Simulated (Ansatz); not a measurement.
# Two runs on TiSi

System: TiSi (Cmmm, 2 atoms in the cell).
Method of the first run: DFT r2SCAN, scalar-relativistic, plane waves, PAW, no spin polarisation (Ansatz 0.2.0).

The structure derives from a Materials Project entry. Text and figures count atoms from 1; the logs count them from 0 in places.

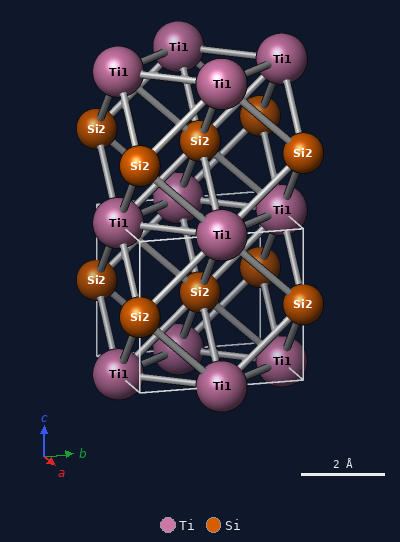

**Figure 1.** The input geometry (ball-and-stick view of the cell 2 times as large as that of the calculation, set on its symmetry axes, repeated 1 × 1 × 2, seen slightly off an axis; atoms are numbered from 1 in the order of the input). An atom can appear more than once, as a periodic image.

### Input file, the first run
```yaml
crystal:
  lattice:
    - [1.8153525039, -2.0775108116, 0.0]
    - [1.8153525039, 2.0775108116, 0.0]
    - [0.0, 0.0, 3.8135469854]
  atoms:
    - { symbol: Ti, position: [0.5, 0.5, 0.0] }
    - { symbol: Si, position: [0.0, 0.0, 0.5] }
basis:
  ecutwfc: 500
kpoints:
  mp_grid: { grid: [24, 24, 18] }
hamiltonian:
  xc: r2scan
scf:
  occupations: { method: gaussian, width: 0.15 }
output:
  forces: true
  stress: true
  eigenvalues: true
```

Command:
```bash
ansatz run input.yaml --threads 1 --pin off --max-ram 2560MiB --backend cpu --events-out ev --progress --plain --runs-dir out
```

Hardware: 1 thread of Arm Neoverse V2, 24 GiB of memory available, shared host.

### Output, shortened to warnings, some set-up lines, iterations and results (the first run)
```
Basis set: ecut = 500 eV, 729 PW (Γ), exchange–correlation on 96×96×120 points (64 copies of the dense FFT grid, shifted against one another)
Symmetry: 8 space group operations
k-points: 1570 of 10368
Initial density: superposition of atomic densities (neutral atoms: chi_scale 0, normalization atom), corrected by the library's trained network
[...]
SCF iter   1: F=—  HF=-3144.473296 eV  |F-HF|=—  |Δ(HF+E_count)|=         —  Δρ=1.33e-2  dr2=4.58e-2  dr2_τ=2.31e-2  ethr=1.77e-3  ⟨swp⟩=5.0  Hψ=104908  notcnv=0
SCF iter   2: F=—  HF=-3144.515420 eV  |F-HF|=—  |Δ(HF+E_count)|=   4.21e-2  Δρ=4.46e-3  dr2=3.74e-3  dr2_τ=6.66e-4  ethr=2.86e-4  ⟨swp⟩=2.5  Hψ=47904  notcnv=0  defer=2
SCF iter   3: F=—  HF=-3144.515983 eV  |F-HF|=—  |Δ(HF+E_count)|=   5.63e-4  Δρ=2.00e-3  dr2=8.54e-4  dr2_τ=4.16e-5  ethr=2.34e-5  ⟨swp⟩=2.4  Hψ=26209  notcnv=0  defer=2
SCF iter   4: F=—  HF=-3144.516328 eV  |F-HF|=—  |Δ(HF+E_count)|=   3.44e-4  Δρ=8.99e-4  dr2=3.28e-4  dr2_τ=1.90e-5  ethr=5.34e-6  ⟨swp⟩=2.6  Hψ=29311  notcnv=0  defer=2
SCF iter   5: F=—  HF=-3144.516297 eV  |F-HF|=—  |Δ(HF+E_count)|=   3.09e-5  Δρ=1.59e-4  dr2=2.91e-6  dr2_τ=3.40e-7  ethr=2.05e-6  ⟨swp⟩=2.1  Hψ=22763  notcnv=0  defer=2
SCF iter   6: F=—  HF=-3144.516299 eV  |F-HF|=—  |Δ(HF+E_count)|=   2.12e-6  Δρ=1.66e-5  dr2=3.70e-8  dr2_τ=2.91e-9  ethr=6.25e-10  ⟨swp⟩=3.1  Hψ=77696  notcnv=0
SCF iter   7: F=-3144.516299 eV  HF=-3144.516299 eV  |F-HF|=1.05e-9  |Δ(HF+E_count)|=   1.20e-8  Δρ=3.46e-6  dr2=1.61e-9  dr2_τ=5.13e-11  ethr=2.31e-10  ⟨swp⟩=2.0  Hψ=62410  …
SCF 1 converged in 7 iterations: F = -3144.516299 eV  dr2 = 1.61e-9
SCF converged after 7 iterations
Free energy (F): -3144.516299 eV
Harris-Foulkes:  -3144.516299 eV  (|F-HF|=1.05e-9)
Internal energy: -3144.504455 eV  (E = F + TS)
E sigma→0 (E₀):  -3144.510377 eV
Entropy (-TS):   -0.011843 eV (-5.922 meV/atom)
Fermi energy:    13.737783 eV
--- Per-component energies (eV) ---
  E_band       = -138.315546
  E_kinetic    = 317.764484
  E_local      = -949.031257  (includes V_loc(G=0)·N_el)
  E_nonlocal   = 32.292625
  E_hartree    = 409.578866
  E_xc         = -146.644523
  E_vxc        = -186.099085  (∫ρ·V_xc dr)
  E_paw        = -1576.861767  (= ΣΔE_a)
  E_vpaw       = -183.743891  (= ΣTr[D̂ρ^β])
  E_aug_tail   = 0.000103  (compensation charges beyond the density's cutoff)
  E_vtau       = 11.343529  (kinetic-family band-sum trace: ∫τ·v_τ [+ j·A + Jᵃ·Aᵃ] dr)
  E_ewald      = -1231.273097
  E_core_change = -0.329890  (= ΣΔE_core)
  E_smearing   = -0.011843  (= −TS)
  E_closure    = -0.000000  (closes the sum)
  Σ components = -3144.516299   (vs F -3144.516299, Δ=0.00e0)
--- Forces (eV/Å), atoms counted from 1 ---
  atom   1  Ti     0.00000000    -0.00000000     0.00000000
  atom   2  Si     0.00000000    -0.00000000     0.00000000
  max |Σ_I F_I| component: 6.41e-30 eV/Å
--- Stress (GPa, compression-positive) ---
        0.170284      -0.000000       0.000000
       -0.000000      -0.071259      -0.000000
        0.000000      -0.000000      -0.091428
  P = ⅓ Tr σ = 0.0025 GPa (0.025 kbar)
```

For the second run the input was changed thus:
```diff
-  mp_grid: { grid: [24, 24, 18] }
+  mp_grid: { grid: [22, 22, 16] }
+  write_density: true
+  write_potential: true
+  elf: true
+  volumetric_format: npy
```

What does this change do to the results?

The free energy of the second run is 0.10 meV per atom higher, which measures how much it depends on this numerical setting. The number of SCF iterations is the same. The irreducible k-points go from 1570 to 1197.

### Output, shortened to warnings, some set-up lines, iterations and results (the second run)
```
Basis set: ecut = 500 eV, 729 PW (Γ), exchange–correlation on 96×96×120 points (64 copies of the dense FFT grid, shifted against one another)
Symmetry: 8 space group operations
k-points: 1197 of 7744
Initial density: superposition of atomic densities (neutral atoms: chi_scale 0, normalization atom), corrected by the library's trained network
[...]
SCF iter   1: F=—  HF=-3144.473098 eV  |F-HF|=—  |Δ(HF+E_count)|=         —  Δρ=1.33e-2  dr2=4.60e-2  dr2_τ=2.31e-2  ethr=1.77e-3  ⟨swp⟩=5.0  Hψ=79948  notcnv=0
SCF iter   2: F=—  HF=-3144.515229 eV  |F-HF|=—  |Δ(HF+E_count)|=   4.21e-2  Δρ=4.47e-3  dr2=3.76e-3  dr2_τ=6.73e-4  ethr=2.88e-4  ⟨swp⟩=2.5  Hψ=36579  notcnv=0  defer=2
SCF iter   3: F=—  HF=-3144.515770 eV  |F-HF|=—  |Δ(HF+E_count)|=   5.41e-4  Δρ=1.99e-3  dr2=7.94e-4  dr2_τ=4.12e-5  ethr=2.35e-5  ⟨swp⟩=2.4  Hψ=19985  notcnv=0  defer=2
SCF iter   4: F=—  HF=-3144.516133 eV  |F-HF|=—  |Δ(HF+E_count)|=   3.64e-4  Δρ=8.81e-4  dr2=3.22e-4  dr2_τ=1.80e-5  ethr=4.96e-6  ⟨swp⟩=2.6  Hψ=22401  notcnv=0  defer=2
SCF iter   5: F=—  HF=-3144.516101 eV  |F-HF|=—  |Δ(HF+E_count)|=   3.23e-5  Δρ=1.41e-4  dr2=1.67e-6  dr2_τ=2.84e-7  ethr=2.01e-6  ⟨swp⟩=2.2  Hψ=17539  notcnv=0  defer=2
SCF iter   6: F=—  HF=-3144.516102 eV  |F-HF|=—  |Δ(HF+E_count)|=   9.38e-7  Δρ=1.65e-5  dr2=4.14e-8  dr2_τ=2.58e-9  ethr=6.25e-10  ⟨swp⟩=6.0  Hψ=86209  notcnv=0
SCF iter   7: F=-3144.516102 eV  HF=-3144.516102 eV  |F-HF|=1.29e-9  |Δ(HF+E_count)|=   7.61e-9  Δρ=3.72e-6  dr2=1.92e-9  dr2_τ=5.53e-11  ethr=2.59e-10  ⟨swp⟩=4.9  Hψ=71259  …
SCF 1 converged in 7 iterations: F = -3144.516102 eV  dr2 = 1.92e-9
SCF converged after 7 iterations
Free energy (F): -3144.516102 eV
Harris-Foulkes:  -3144.516102 eV  (|F-HF|=1.29e-9)
Internal energy: -3144.504113 eV  (E = F + TS)
E sigma→0 (E₀):  -3144.510108 eV
Entropy (-TS):   -0.011989 eV (-5.994 meV/atom)
Fermi energy:    13.733366 eV
--- Per-component energies (eV) ---
  E_band       = -138.316648
  E_kinetic    = 317.765898
  E_local      = -949.028453  (includes V_loc(G=0)·N_el)
  E_nonlocal   = 32.290450
  E_hartree    = 409.577256
  E_xc         = -146.644099
  E_vxc        = -186.098600  (∫ρ·V_xc dr)
  E_paw        = -1576.862281  (= ΣΔE_a)
  E_vpaw       = -183.744184  (= ΣTr[D̂ρ^β])
  E_aug_tail   = 0.000103  (compensation charges beyond the density's cutoff)
  E_vtau       = 11.343463  (kinetic-family band-sum trace: ∫τ·v_τ [+ j·A + Jᵃ·Aᵃ] dr)
  E_ewald      = -1231.273097
  E_core_change = -0.329890  (= ΣΔE_core)
  E_smearing   = -0.011989  (= −TS)
  E_closure    = 0.000000  (closes the sum)
  Σ components = -3144.516102   (vs F -3144.516102, Δ=0.00e0)
--- Forces (eV/Å), atoms counted from 1 ---
  atom   1  Ti     0.00000000     0.00000000     0.00000000
  atom   2  Si     0.00000000    -0.00000000     0.00000000
  max |Σ_I F_I| component: 6.41e-30 eV/Å
--- Stress (GPa, compression-positive) ---
        0.235935      -0.000000       0.000000
       -0.000000      -0.047514      -0.000000
        0.000000      -0.000000      -0.177889
  P = ⅓ Tr σ = 0.0035 GPa (0.035 kbar)
```

### The two runs side by side

| quantity | the first run | the second run |
| --- | --- | --- |
| outcome | converged | converged |
| free energy per atom (eV) | −1572.2581 | −1572.2581 |
| energy per atom, smearing taken to zero (eV) | −1572.2552 | −1572.2551 |
| gap on the mesh (eV) | 0.00 | 0.00 |
| pressure (GPa) | 0.00 | 0.00 |
| largest force (eV/Å) | 0.000 | 0.000 |
| SCF iterations | 7 | 7 |
| irreducible k-points | 1570 | 1197 |
| plane waves at Γ | 729 | 729 |
| wall time (shared host) | 58 s | 57 s |
